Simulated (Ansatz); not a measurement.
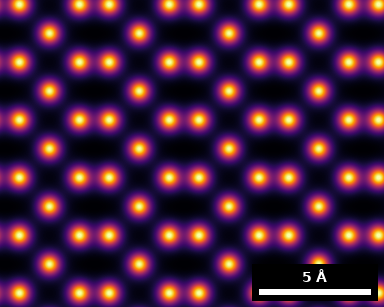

Integrated-DPC-like image of W (P6/mmm, No. 191). Simulated as the projected potential of neutral atoms (B = 0.5 Å²) blurred by a 0.56 Å probe, the thin-sample limit of integrated differential phase contrast. Atomic positions: the geometry given to an electronic-structure calculation, possibly off equilibrium; the starting structure was generated, so it need not be a known form of this composition.

```
W
1.0
     4.70146    0.00000    0.00000
    -2.35073    4.07159    0.00000
     0.00000    0.00000    2.61792
W
3
Direct
  0.00000 0.00000 0.00000
  0.33333 0.66667 0.50000
  0.66667 0.33333 0.50000
```

Which beam direction gives this image, [100], [210], [201] or [001]? (Directions equivalent by symmetry count as one.)

[100]. The projected cells are 2.62 × 4.07 Å, 90° for [100]; 2.35 × 2.62 Å, 90° for [210]; 1.26 × 1.50 Å, 115° for [201]; 2.71 × 2.71 Å, 120° for [001], and the image repeats as the [100] one does.
